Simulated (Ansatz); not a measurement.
Phonon calculation of GaP

System: GaP (2 atoms in the cell).
Method: DFT PBEsol, scalar-relativistic, plane waves, PAW, no spin polarisation (Ansatz 0.2.0).

It belongs to a series of runs on one base structure; here: zone-centre phonons and field response at this volume.

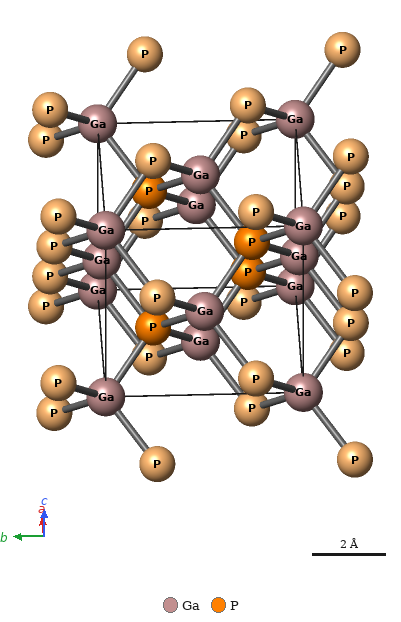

Fig. 1: The structure as given in the input (ball-and-stick view of the cell 4 times as large as that of the calculation, set on its symmetry axes, seen at an oblique angle; neighbours outside the cell are drawn fainter). Near neighbours in the crystal (not all of them lie inside the picture): Ga has 4 P at 2.37 Å; P has 4 Ga at 2.37 Å.

The input:
```yaml
crystal:
  lattice:
    - [0.0, 2.7339, 2.7339]
    - [2.7339, 0.0, 2.7339]
    - [2.7339, 2.7339, 0.0]
  atoms:
    - { symbol: Ga, position: [0.0, 0.0, 0.0] }
    - { symbol: P, position: [0.25, 0.25, 0.25] }
basis:
  ecutwfc: 420
kpoints:
  mp_grid: { grid: [8, 8, 8] }
hamiltonian:
  xc: pbesol
scf:
  occupations: { method: fixed }
output:
  eigenvalues: true
phonons:
  method: dfpt
  dielectric: true
  rigid_motions: translations
  eigenvectors: true
```

Run on 1 thread of Intel Xeon (Granite Rapids), 64 GiB of memory available, shared host.

Command:
```bash
ansatz run input.yaml --threads 1 --pin off --max-ram 1228MiB --backend cpu --events-out ev --progress --plain --runs-dir out
```

The program's output:
```
Engine: ansatz 0.2.0, x86_64-unknown-linux-gnu
Pseudopotentials: kind: paw
Pseudopotential: Ga, paw, valence charge 13, recommended cutoff 420 eV (normal), Ga.paw.azcp
Pseudopotential: P, paw, valence charge 5, recommended cutoff 420 eV (normal), P.paw.azcp
Functional definition: PBEsol
  exchange = pbesol_x
  correlation = pbesol_c
Crystal: 2 atoms, lattice volume = 40.867 Å³
Basis set: ecut = 420 eV, 821 PW (Γ), exchange–correlation on 54×54×54 points (8 copies of the dense FFT grid, shifted against one another)
Bands: 13, of which v1, the nominal top of the filled ones, is band 9 counted from 1 (8 counted from 0)
Symmetry: 24 space group operations
k-points: 95 of 512 (irreducible under 4 space group operations, time reversal used)
Non-local potential: Ga, projectors of the file, l = 0: 2, l = 1: 2, l = 2: 3, l = 3: 1
Non-local potential: P, projectors of the file, l = 0: 2, l = 1: 2, l = 2: 2
PAW form: soft (Blöchl's): semilocal exchange-correlation on the pseudo side does not see the compensation charge
PAW frozen core: Ga, regenerated for the run's functional, and the local potential with it (the file was generated under x = pbe(κ = 0.804, μ = 0.2195149727645171), c = pbe(β = 0.06672455060314922))
PAW frozen core: P, regenerated for the run's functional, and the local potential with it (the file was generated under x = pbe(κ = 0.804, μ = 0.2195149727645171), c = pbe(β = 0.06672455060314922))
PAW one-centre angular grid: Ga, 590 points (default); XC on 64 Gauss nodes
PAW one-centre angular grid: P, 110 points (default); XC on 64 Gauss nodes
Initial density: superposition of atomic densities (neutral atoms: chi_scale 0, normalization atom), corrected by the library's trained network
Initial wavefunctions: pseudopotential atomic-orbital guess
Functional: x = pbesol(κ = 0.804, μ = 0.12345679012345678), c = pbesol(β = 0.046)
SCF iter   1: F=—  HF=-4484.057040 eV  |F-HF|=—  |Δ(HF+E_count)|=         —  Δρ=4.43e-3  dr2=1.33e-2  ethr=1.77e-3  ⟨swp⟩=5.0  Hψ=6518  notcnv=0  defer=170
preconditioner: auto → none  [insulator: Δε(μ)=1.472 eV  Ē_g=15.393 eV  n_scr=14 (ndim 8)  ℏωp=24.6 eV  f_vac=0.012  ε∞_Penn≈3.6]
SCF iter   2: F=—  HF=-4484.052202 eV  |F-HF|=—  |Δ(HF+E_count)|=   4.84e-3  Δρ=1.67e-3  dr2=9.55e-4  ethr=7.37e-5  ⟨swp⟩=2.7  Hψ=2525  notcnv=0  defer=183
SCF iter   3: F=—  HF=-4484.052048 eV  |F-HF|=—  |Δ(HF+E_count)|=   1.54e-4  Δρ=5.09e-4  dr2=1.21e-4  ethr=5.31e-6  ⟨swp⟩=2.7  Hψ=2399  notcnv=0  defer=184
SCF iter   4: F=—  HF=-4484.052024 eV  |F-HF|=—  |Δ(HF+E_count)|=   2.45e-5  Δρ=2.49e-4  dr2=1.80e-5  ethr=6.70e-7  ⟨swp⟩=2.0  Hψ=2265  notcnv=0  defer=177
SCF iter   5: F=—  HF=-4484.052034 eV  |F-HF|=—  |Δ(HF+E_count)|=   1.00e-5  Δρ=3.76e-5  dr2=3.21e-7  ethr=9.99e-8  ⟨swp⟩=2.0  Hψ=1542  notcnv=0  defer=166
SCF iter   6: F=—  HF=-4484.052035 eV  |F-HF|=—  |Δ(HF+E_count)|=   1.10e-6  Δρ=7.47e-6  dr2=1.32e-8  ethr=1.79e-9  ⟨swp⟩=2.9  Hψ=2338  notcnv=0  defer=165
SCF iter   7: F=—  HF=-4484.052035 eV  |F-HF|=—  |Δ(HF+E_count)|=   5.49e-9  Δρ=1.04e-6  dr2=2.65e-10  ethr=7.34e-11  ⟨swp⟩=2.0  Hψ=2080  notcnv=0  defer=164
SCF iter   8: F=-4484.052035 eV  HF=-4484.052035 eV  |F-HF|=0.00e0  |Δ(HF+E_count)|=  1.41e-10  Δρ=9.84e-8  dr2=2.84e-12  ethr=1.00e-12  ⟨swp⟩=11.0  Hψ=8546  notcnv=0
SCF 1 converged in 8 iterations: F = -4484.052035 eV  dr2 = 2.84e-12
  greatest PAW one-centre occupation: 0.994 electrons in one spin orbital (limit 2), on the Ga atom at site 0 (counted from 0), in its partial waves of l = 2
DFPT response loops at Γ: preconditioner auto → none (the input reference at scf.mixing.eps_inf says where Resta's filter doesn't serve); β = 0.50; Broyden in place of MSR1
── the response to a field inside a basis, on 10×10×10 k-points: an SCF that follows is theirs, and a resumed run solves both again ──
Bands: 10, of which v1, the nominal top of the filled ones, is band 9 counted from 1 (8 counted from 0)
k-points: 110
Initial density: handed on by an earlier stage of this run
Initial wavefunctions: pseudopotential atomic-orbital guess (no wavefunctions were taken with the density)
Eigensolver: Dense (110 Hₖ)
SCF iter   1: F=—  HF=-4484.053536 eV  |F-HF|=—  |Δ(HF+E_count)|=         —  Δρ=1.75e-4  dr2=9.62e-6  ethr=1.00e-1
preconditioner: auto → none  [insulator: Δε(μ)=1.601 eV  Ē_g=13.074 eV  n_scr=14 (ndim 8)  ℏωp=24.6 eV  f_vac=0.007  ε∞_Penn≈4.6]
SCF iter   2: F=—  HF=-4484.053533 eV  |F-HF|=—  |Δ(HF+E_count)|=   2.77e-6  Δρ=1.23e-4  dr2=2.63e-6  ethr=5.35e-8
SCF iter   3: F=—  HF=-4484.053533 eV  |F-HF|=—  |Δ(HF+E_count)|=   4.17e-7  Δρ=1.57e-5  dr2=6.96e-8  ethr=1.46e-8
SCF iter   4: F=-4484.053533 eV  HF=-4484.053533 eV  |F-HF|=4.26e-8  |Δ(HF+E_count)|=   6.56e-8  Δρ=8.12e-6  dr2=2.63e-8  ethr=3.87e-10
SCF 1 converged in 4 iterations: F = -4484.053533 eV  dr2 = 2.63e-8
DFPT response loops at Γ: mixed as the last ones told, above
WARN: field response: ε∞ stands inside a basis, on 10×10×10 points; the force constants stand on the 8×8×8 k-mesh, whose period is 10.58 times the interband length at k = (0.0000, 0.0000, 0.0000), direct gap 1.666 eV, under 14: take them and everything formed from them as unconverged, and compare with a denser kpoints.mp_grid
SCF converged after 8 iterations
Free energy (F): -4484.052035 eV
Harris-Foulkes:  -4484.052035 eV  (|F-HF|=0.00e0)
Internal energy: -4484.052035 eV  (E = F + TS)
E sigma→0 (E₀):  -4484.052035 eV
Fermi energy:    6.875289 eV
--- Per-component energies (eV) ---
  E_band       = -62.055572
  E_kinetic    = 185.786449
  E_local      = -2208.132968  (includes V_loc(G=0)·N_el)
  E_nonlocal   = 460.091975
  E_hartree    = 1019.019094
  E_xc         = -129.487990
  E_vxc        = -118.774845  (∫ρ·V_xc dr)
  E_paw        = -2503.745800  (= ΣΔE_a)
  E_vpaw       = -419.064183  (= ΣTr[D̂ρ^β])
  E_aug_tail   = -0.000106  (compensation charges beyond the density's cutoff)
  E_ewald      = -1308.491764
  E_core_change = 0.909074  (= ΣΔE_core)
  E_smearing   = -0.000000  (= −TS)
  E_closure    = 0.000000  (closes the sum)
  Σ components = -4484.052035   (vs F -4484.052035, Δ=0.00e0)
--- Band table (eV; the first three rows and the last of 95) ---
  k-point 0: bands = ["-7.6629", "-7.6629", "-7.6629", "-7.5658", "-7.5658", "-5.5732", "6.8753", "6.8753", "6.8753", "8.5416", "10.6958", "10.6958", "10.6958"]
  k-point 1: bands = ["-7.6760", "-7.6583", "-7.6583", "-7.5658", "-7.5658", "-5.3724", "5.2238", "6.6455", "6.6455", "9.2024", "11.0442", "11.0442", "11.2411"]
  k-point 2: bands = ["-7.7050", "-7.6485", "-7.6485", "-7.5646", "-7.5646", "-4.8028", "2.9834", "6.2138", "6.2138", "8.9146", "11.5459", "11.5459", "13.0768"]
  k-point 94: bands = ["-7.7578", "-7.6256", "-7.6046", "-7.5808", "-7.5573", "-2.5289", "0.3230", "3.2931", "3.4454", "11.4688", "11.6587", "12.8560", "12.8983"]
--- Phonons (Γ-DFPT): 2 representative perturbations + reference, on 95 of 512 k-points (Σ response iterations 6) ---
  k mesh reduced under 4 symmetry operations, with k and −k counted as one. Each operation leaves every solved perturbation unchanged. A smaller set is not considered because the run solves the response to a homogeneous field
  ASR residual: 1.211e-5 → 0.000e0 eV/Å²; symmetrization residual: 3.783e-6 eV/Å²
  ASR residual per site (eV/Å²): 1.15e-6 1.21e-5
  Γ frequencies (cm⁻¹): 0.00 0.00 0.00 350.08 350.08 350.08
  ε∞ (high-frequency dielectric tensor):
       10.762928     0.000000    -0.000000
        0.000000    10.762928     0.000000
       -0.000000     0.000000    10.762928
  ε⁰ (static dielectric tensor: ions relaxed, cell fixed):
       12.854465     0.000000    -0.000000
        0.000000    12.854465     0.000000
       -0.000000     0.000000    12.854465
  ε⁰ − ε∞ (ionic part):
        2.091538    -0.000000    -0.000000
       -0.000000     2.091538     0.000000
       -0.000000     0.000000     2.091538
  softest optical mode at Γ: 350.08 cm⁻¹; the repairs (sum rule, projections) moved no ω² at Γ by more than (0.55 cm⁻¹)²
  Born effective charges Z* (e; rows j = field, columns β = displacement):
    site 0:
         2.13679   -0.00000   -0.00000
         0.00000    2.13679    0.00000
        -0.00000    0.00000    2.13679
    site 1:
        -2.13679    0.00000    0.00000
        -0.00000   -2.13679   -0.00000
         0.00000   -0.00000   -2.13679
  Z* charge neutrality: 7.934e-5 e pre-enforcement
  solved inside a basis spanned on kpoints, on 10×10×10 k-points transformed towards the longest dipole: ε∞ is read to err by 2.9e-2, Z* by 1.4e-2 e (field_mesh: kpoints solves on kpoints); Z* is corrected for what the basis lacks
  optical modes at Γ without the LO–TO term, one row a degenerate level:
      ω (cm⁻¹)  modes    IR ((D/Å)²/amu)
        350.08      3            14.7350
  optical modes at Γ + LO–TO along q̂ = [1.0000, 0.0000, 0.0000]:
      ω (cm⁻¹)  modes    IR ((D/Å)²/amu)
        350.08      2             9.8234
        382.59      1             4.9117
  optical modes at Γ + LO–TO along q̂ = [0.0000, 1.0000, 0.0000]:
      ω (cm⁻¹)  modes    IR ((D/Å)²/amu)
        350.08      2             9.8234
        382.59      1             4.9117
  optical modes at Γ + LO–TO along q̂ = [0.0000, 0.0000, 1.0000]:
      ω (cm⁻¹)  modes    IR ((D/Å)²/amu)
        350.08      2             9.8234
        382.59      1             4.9117
```

File optical_modes.tsv:
```
# format = ansatz-optical-modes/1
# cell_volume_ang3 = 4.0867481118438015e1
# eps_inf = 1.076292773253256e1 1.850371707708594e-16 -1.0408340855860843e-17 1.850371707708594e-16 1.0762927732532555e1 1.850371707708594e-16 -1.0408340855860843e-17 1.850371707708594e-16 1.076292773253256e1
# One row of degenerate optical modes each, rigid motions of the cell and of its bodies left out; wavenumber_inv_cm is that of the modes' mean omega^2, negative where that is. nan stands for what is not given.
# A row whose q is 0 0 0 is without the LO-TO term; the others hold that term of the approach to the zone centre along q, a Cartesian unit vector.
# oscillator_strength: the sum of Re conj(p) p^T over the row's modes, p that of Z* e/sqrt(mass) over the atoms, about the cell's centre of mass, e the mode's unit eigenvector; ir_intensity: its trace, 23.0708 in its unit to 1 in that of the other. The rows at q 0 0 0 hold the undamped dielectric function at nu cm^-1, of a cell of V A^3: eps_inf + (4.92064e7/V) sum oscillator_strength/(nu_row |nu_row| - nu^2). That is of the vibrations: a cell of net charge Q e and mass M amu holds -(4.92064e7/V) Q^2/(M nu^2) besides, of its free fall, and where the turns of a body are left out the sum lacks their strength.
# q_x	q_y	q_z	wavenumber_inv_cm	degeneracy	ir_intensity[(D/angstrom)^2/amu]	oscillator_strength_xx[e^2/amu]	oscillator_strength_xy[e^2/amu]	oscillator_strength_xz[e^2/amu]	oscillator_strength_yy[e^2/amu]	oscillator_strength_yz[e^2/amu]	oscillator_strength_zz[e^2/amu]
0e0	0e0	0e0	3.500844700456464e2	3	1.4735025541803955e1	2.1289597214839462e-1	-2.303930715357617e-18	-6.2435678455526426e-18	2.1289597214839476e-1	6.222278523815623e-18	2.1289597214839462e-1
1e0	0e0	0e0	3.500844700456463e2	2	9.823350361202639e0	8.224794354163955e-35	-2.3041276325127755e-18	-3.493029022294934e-18	2.1289597214839479e-1	4.163336342344337e-17	2.1289597214839462e-1
1e0	0e0	0e0	3.825909071617839e2	1	4.911675180601318e0	2.1289597214839462e-1	1.9691715515877054e-22	-2.750538823257707e-18	1.821376215083819e-43	-2.5440982972290785e-39	3.5535965015695766e-35
0e0	1e0	0e0	3.500844700456464e2	2	9.823350361202635e0	2.1289597214839462e-1	1.9691715515877054e-22	-6.2435678455526426e-18	1.8213762158451055e-43	-4.025851198668912e-27	2.1289597214839462e-1
0e0	1e0	0e0	3.82590907161784e2	1	4.91167518060132e0	2.493708121076332e-35	-2.304127632512775e-18	-6.734239144363515e-35	2.1289597214839476e-1	6.222278527841472e-18	1.8185759780861578e-34
0e0	0e0	1e0	3.500844700456463e2	2	9.823350361202635e0	2.1289597214839462e-1	-2.3039307153576226e-18	-2.7505388232577125e-18	2.1289597214839462e-1	4.975127099836398e-16	1.1626639036954186e-30
0e0	0e0	1e0	3.8259090716178383e2	1	4.911675180601315e0	5.731086233087597e-35	1.0775334381011764e-32	-3.493029022294925e-18	2.0259306229294265e-30	-6.56743838550285e-16	2.128959721483945e-1
```

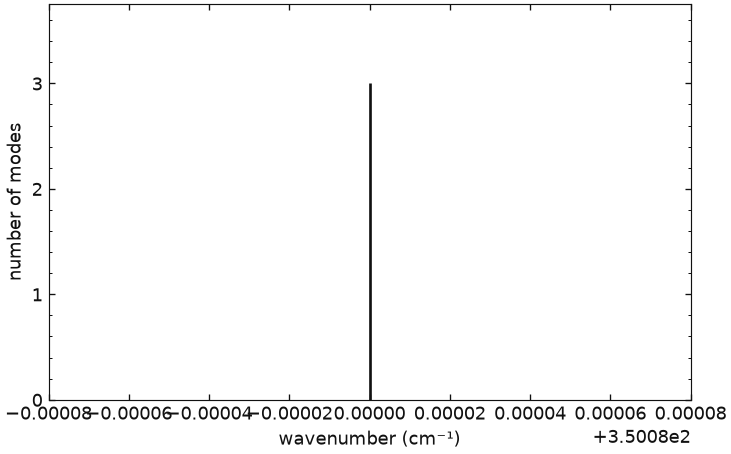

Fig. 2: Optical phonons at the zone centre (no LO–TO term); neighbouring modes closer than 3 cm⁻¹ are counted in one stick. 3 modes from 350 to 350 cm⁻¹, none imaginary.

Key numbers:

| quantity | value |
| --- | --- |
| outcome | converged |
| space group (tolerance 0.01 Å) | F-43m (216) |
| electrons treated | 18 |
| free energy | −4484.0520 eV |
| Fermi energy | 6.875 eV |
| gap on the k-point mesh | 1.53 eV |
| ε∞ (xx, yy, zz) | 10.76, 10.76, 10.76 |
| Born charges (mean of the diagonal) | Ga1 (2.14 e); P2 (−2.14 e) |
| wall time | 24 s |
| peak memory | 0.59 GiB |

Notes:

The program warns: the k-point mesh is coarse for the field response.
